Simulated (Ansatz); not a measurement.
# Calculations on Ag

Part 1: Relaxation

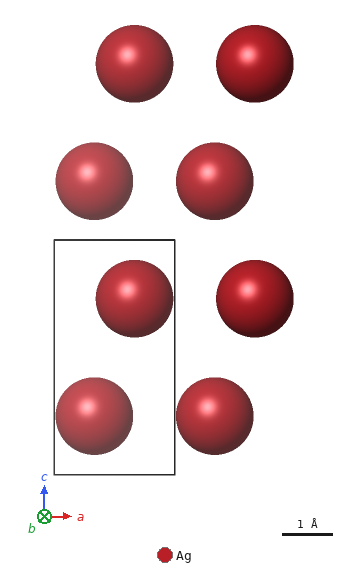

Solid Ag (set up in P6_3/mmc), before the relaxation. A spheres-only model of the cell of the calculation, repeated 2 × 1 × 2 with one cell outlined, seen along the b axis.

Case: biaxial strain in the a-b plane of -2.0 %; c and atoms relaxed.

The calculation used Ansatz 0.2.0, DFT PBEsol, scalar-relativistic, plane waves, PAW.

Input
```yaml
crystal:
  lattice:
    - [2.8096519428, 0.0, 0.0]
    - [-1.4048259714, 2.4332299583, 0.0]
    - [0.0, 0.0, 4.7471232426]
  atoms:
    - { symbol: Ag, position: [0.3333333333, 0.6666666667, 0.25] }
    - { symbol: Ag, position: [0.6666666667, 0.3333333333, 0.75] }
basis:
  ecutwfc: 420
kpoints:
  mp_grid: { grid: [24, 24, 12] }
hamiltonian:
  xc: pbesol
scf:
  occupations: { method: gaussian, width: 0.1 }
output:
  forces: true
  stress: true
  eigenvalues: true
relax:
  adjacent_minimum: "off"
  f_tol: 0.008
  max_steps: 40
  cell: { stress_tol: 0.015, fix: [a, b, gamma] }
```

Command:
```bash
ansatz run input.yaml --threads 1 --pin off --max-ram 2560MiB --backend cpu --events-out ev --progress --plain --runs-dir out
```

Question: What does the optimiser find from here?

Answer: The atoms keep their places relative to the cell (all moves are under 0.005 Å). The drawn cell changes as follows: a = b unchanged at 2.810 Å, c 4.747 → 4.772 Å (+0.5 %); the volume changes by +0.5 %. Near-neighbour distances that change, for instance: Ag1–Ag2 2.875 → 2.885 Å. The space group stays P6_3/mmc (No. 194). The energy falls by 0.3 meV per atom in 2 accepted moves (3 points after the start). All forces vanish by symmetry, so only the cell relaxes. Pressure: 3.73 GPa at the start and 3.10 GPa at the end. The SCF was repeated once at an unchanged geometry on a basis and grid sized afresh for the cell, which shifted the energy by less than 0.05 meV per atom at most.

Step by step:

```csv
step,"E − E(0), meV/atom","pressure, GPa","volume, Å³/atom",note
0,0.00,3.73,16.227,
1,-0.20,2.91,16.337,
2,-0.23,3.10,16.310,
3,-0.26,3.10,16.310,"same geometry, new basis"
```

Part 2: Relaxation

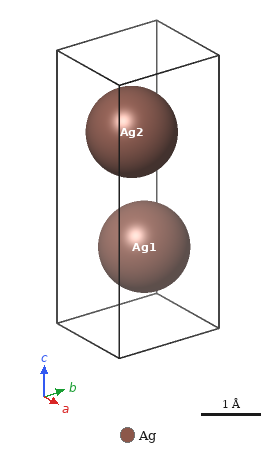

This is the input geometry for a relaxation of crystalline Ag (set up in P6_3/mmc). Style: spheres-only. Shown: the cell of the calculation, slightly off an axis.

Case: biaxial strain in the a-b plane of -3.0 %; c and atoms relaxed.

The calculation used DFT PBEsol, scalar-relativistic, plane waves, PAW (Ansatz).

The input:
```yaml
crystal:
  lattice:
    - [2.7809820251, 0.0, 0.0]
    - [-1.3904910125, 2.4084010812, 0.0]
    - [0.0, 0.0, 4.7752682421]
  atoms:
    - { symbol: Ag, position: [0.3333333333, 0.6666666667, 0.25] }
    - { symbol: Ag, position: [0.6666666667, 0.3333333333, 0.75] }
basis:
  ecutwfc: 420
kpoints:
  mp_grid: { grid: [24, 24, 12] }
hamiltonian:
  xc: pbesol
scf:
  occupations: { method: gaussian, width: 0.1 }
output:
  forces: true
  stress: true
  eigenvalues: true
relax:
  adjacent_minimum: "off"
  f_tol: 0.008
  max_steps: 40
  cell: { stress_tol: 0.015, fix: [a, b, gamma] }
```

Command:
```bash
ansatz run input.yaml --threads 1 --pin off --max-ram 2560MiB --backend cpu --events-out ev --progress --plain --runs-dir out
```

Predict the outcome.

Over 3 accepted moves (4 points after the start) the energy falls by 0.6 meV per atom. All forces vanish by symmetry, so only the cell relaxes. The pressure goes from 6.10 to 5.10 GPa. At 1 point the geometry stayed and the basis and grid were re-selected for the new cell (energy shift of less than 0.05 meV per atom at most each time). The atoms keep their places relative to the cell (all moves are under 0.005 Å). Cell: a = b unchanged at 2.781 Å, c 4.775 → 4.813 Å (+0.8 %). Volume +0.8 %. Among the contacts that change: Ag1–Ag2 2.877 → 2.893 Å. The space group stays P6_3/mmc (No. 194).

Step by step:

| step | E − E(0), meV/atom | pressure, GPa | volume, Å³/atom | note |
| --- | --- | --- | --- | --- |
| 0 | 0.00 | 6.10 | 15.992 |  |
| 1 | -0.50 | 4.80 | 16.156 |  |
| 2 | -0.56 | 5.09 | 16.119 |  |
| 3 | -0.56 | 5.10 | 16.117 |  |
| 4 | -0.60 | 5.10 | 16.117 | same geometry, new basis |

Part 3: A change

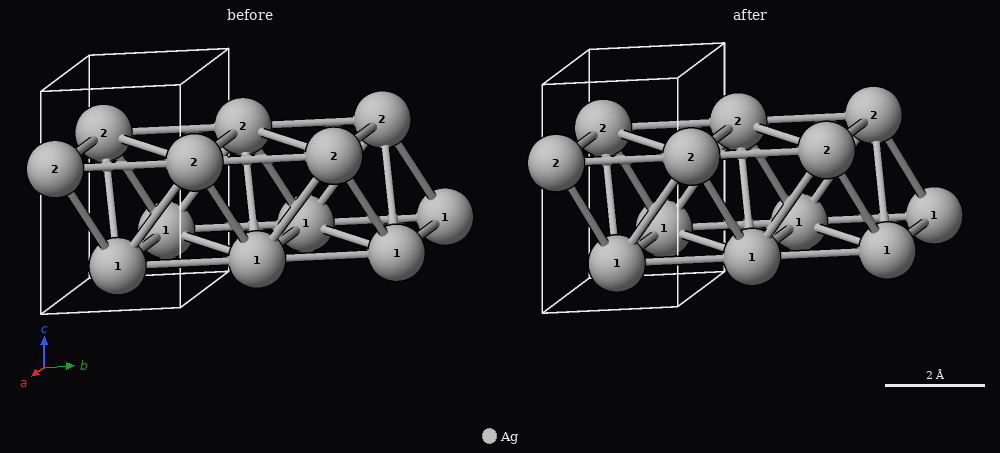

Left: solid Ag (set up in P6_3/mmc). Right: the same structure after one change, at the same scale. A ball-and-stick model of the cell of the calculation, repeated 2 × 3 × 1 with one cell outlined, seen slightly off an axis.

Level of theory: DFT PBEsol, scalar-relativistic, plane waves, PAW (Ansatz). Set-up: plane-wave cutoff 420 eV; k-point mesh 24 × 24 × 12; occupations gaussian; smearing width 0.1 eV; no spin polarisation.

Which change leads from the left to the right?

Biaxial strain in the a–b plane, −3.0 %, is applied. The c axis and the atoms are relaxed.

How do the computed properties respond?

The energy rises by 21.4 meV per atom. Pressure: −0.1 GPa before, 5.1 GPa after. The principal stresses (compression positive) are 0.0 GPa along c and 7.6 GPa across it. The volume changes by −3.5 %, with a = b 2.867 → 2.781 Å (−3.0 %), c 4.691 → 4.813 Å (+2.6 %). The atoms keep their places relative to the cell (all moves are under 0.005 Å). Near-neighbour distances before and after: Ag–Ag 2.869 → 2.781 to 2.893 Å. The space group stays P6_3/mmc (No. 194).

Part 4: Series

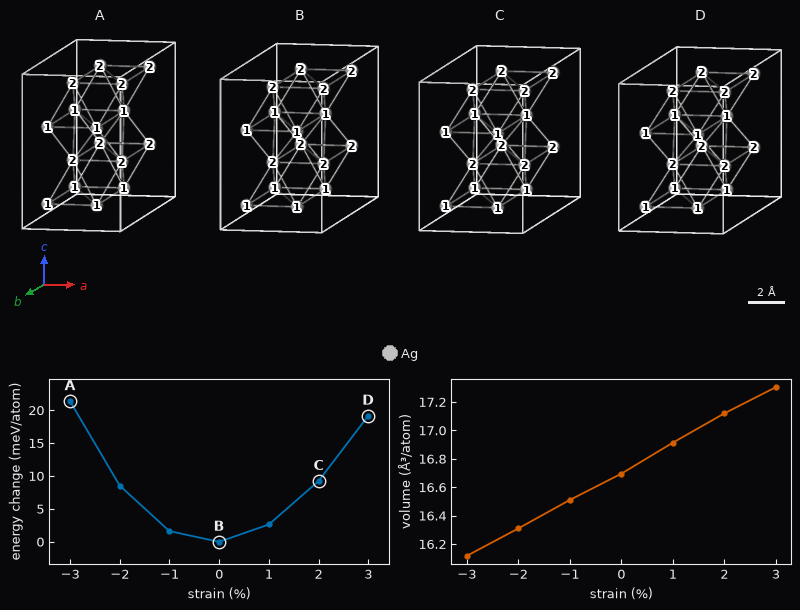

Members of a series of calculations on solid Ag (set up in P6_3/mmc), marked on the first curve. The picture is a ball-and-stick view of the cell of the calculation, repeated to show the pattern, seen from a free direction.

All numbers below come from DFT PBEsol, scalar-relativistic, plane waves, PAW (Ansatz 0.2.0). Settings: plane-wave cutoff 420 eV; k-point mesh 24 × 24 × 12; occupations gaussian; smearing width 0.1 eV; no spin polarisation.

Describe the series.

Biaxial strain in the a–b plane, c and atoms relaxed. A (strain −3.0 %): energy change 21.4 meV/atom, volume 16.12 Å³ per atom. B (strain 0.0 %): energy change 0.0 meV/atom, volume 16.70 Å³ per atom. C (strain 2.0 %): energy change 9.2 meV/atom, volume 17.12 Å³ per atom. D (strain 3.0 %): energy change 19.2 meV/atom, volume 17.30 Å³ per atom. The rest compares A with D. The volume changes by +7.4 %, with a = b 5.562 → 5.906 Å (+6.2 %), c 9.626 → 9.166 Å (−4.8 %). Some distances before and after: Ag–Ag 2.781 → 2.953 Å, Ag–Ag 2.893 → 2.856 Å.
